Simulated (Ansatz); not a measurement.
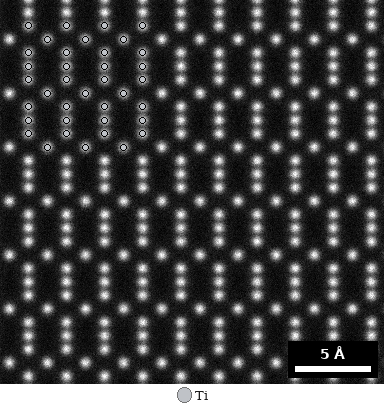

HAADF-like image of Ti (Pm-3n, No. 223) along [110]. Simulation: incoherent imaging, intensity Z^1.7 per atom, probe width 0.51 Å, thin sample. The probe carries 25 % of its weight in a tail 2.5 times as wide. The display is stretched by a gamma of 0.8; percentages refer to the linear signal. Shot noise was added. Atomic positions: the end point of a relaxation with DFT, PBEsol, plane waves (420 eV) with PAW, scalar-relativistic in Ansatz 0.2.0; the starting structure was generated, so it need not be a known form of this composition.

Coloured dots in one corner mark the columns of the model.

Question: Describe what the image shows.

Answer: The columns repeat on a rectangular net of 2.56 × 3.62 Å (plane group p2mm). All columns are alike (Ti). The shortest distance between visible columns is 0.90 Å in projection. Along the beam the structure repeats every 7.24 Å.
